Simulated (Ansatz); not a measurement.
**WSe₂: density, localisation and related maps**

```
CELL_PARAMETERS angstrom
3.31442 0.00000 0.00000
-1.65721 2.87038 0.00000
0.00000 0.00000 29.80009
ATOMIC_POSITIONS crystal
W 0.66667 0.33333 0.00336
W 0.33333 0.66667 0.76826
W 0.33333 0.66667 0.22838
Se 0.33333 0.66667 0.05911
Se 0.66667 0.33333 0.82407
Se 0.66667 0.33333 0.28411
Se 0.33333 0.66667 0.94757
Se 0.66667 0.33333 0.71251
Se 0.66667 0.33333 0.17263
```

Space group P3m1; a structure from a database of computed crystals, not necessarily the ambient phase.

The calculation used Ansatz, DFT r2SCAN, scalar-relativistic, plane waves, PAW.

The density is the valence pseudo-density of a PAW calculation; it isn't the true density close to the nuclei.

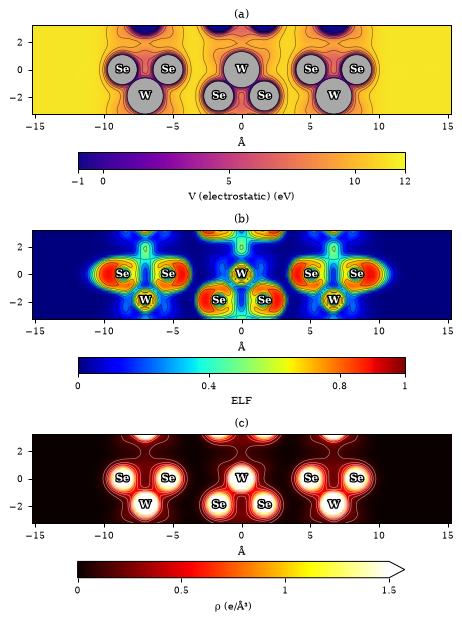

Figure 1. (a) electrostatic potential energy of an electron; (b) electron localisation function; (c) valence pseudo-density on the (110) plane of the conventional cell. Grey discs cover the atomic cores in the potential map.

What do the fields say about this system?

Answer. The plane passes through W and Se nuclei.
W–Se (2.53 Å): ρ is about 0.56 e/Å³ halfway; the ELF is about 0.55 at the midpoint.
The density dies away to nearly zero in the voids.
The features right at W lie inside the PAW spheres, where the map follows smoothed inner orbitals and isn't to be read closely.
Outside the cores the potential energy rises away from the atoms and is highest about 3.1 Å from the nearest atoms; its zero is arbitrary.

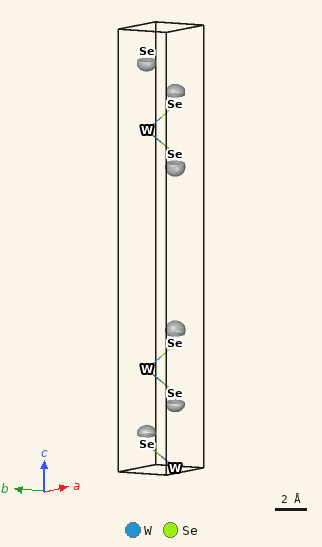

Figure 2. Isosurface of the ELF at 0.85 (grey), seen at an oblique angle. Core shells and regions of very low density are left out. Sticks mark near contacts.

Describe the localisation domains.

Answer. The ELF exceeds this value in six lobes on Se, pointing away from the bonds (lone pairs), counted in one cell of 9 atoms. Any copies at cell faces, edges or corners count once.

Does the calculation give a band gap?

Answer. It is gapped, with a Kohn–Sham gap of 1.5 eV on the k-point mesh (the band edges may lie off the mesh, which would make the gap smaller).
